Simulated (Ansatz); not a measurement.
System: AlNi.

```yaml
crystal:
  lattice:
    - [4.60136, 0.00000, 0.00000]
    - [0.00000, 2.78936, 0.00000]
    - [-1.35645, 0.00000, 3.88084]
  atoms:
    - { symbol: Ni, position: [0.00000, 0.50000, 0.50000] }
    - { symbol: Ni, position: [0.50000, 0.00000, 0.50000] }
    - { symbol: Al, position: [0.00000, 0.00000, 0.00000] }
    - { symbol: Al, position: [0.50000, 0.50000, 0.00000] }
```

Space group C2/m; a structure from a database of computed crystals, not necessarily the ambient phase; computed pressure about 6 GPa in this cell; the program warned that a starting moment wasn't kept; spin-polarised, but the moments vanished.

All numbers below come from Kohn-Sham DFT of a periodic cell, RPBE, Ansatz PAW (Ansatz).

Predict the valence pseudo-density and electron localisation function between the atoms.

Answer. Al–Ni (2.53 Å): ρ at the midpoint is about 0.3 e/Å³; the ELF is about 0.45 at the midpoint.

Does the calculation give a band gap?

Answer. It is gapless in this calculation (a metal or semimetal).

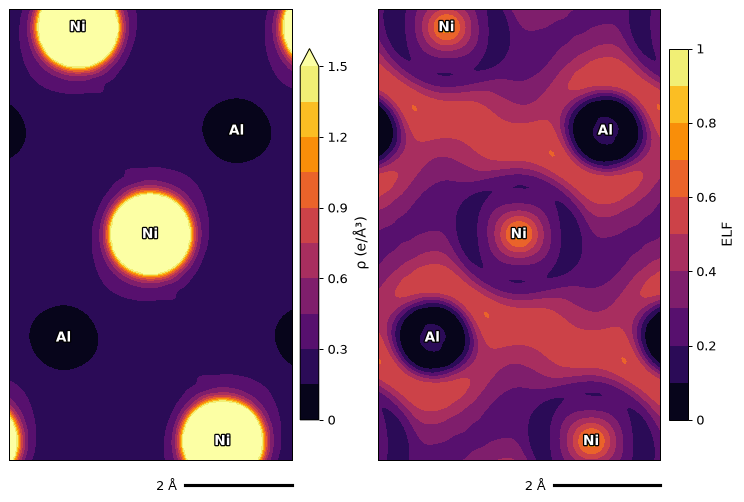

Computed valence pseudo-density and electron localisation function on the (010) plane of the conventional cell, in this order. 

In a PAW calculation such maps are meaningful between the atoms, not at the nuclei.
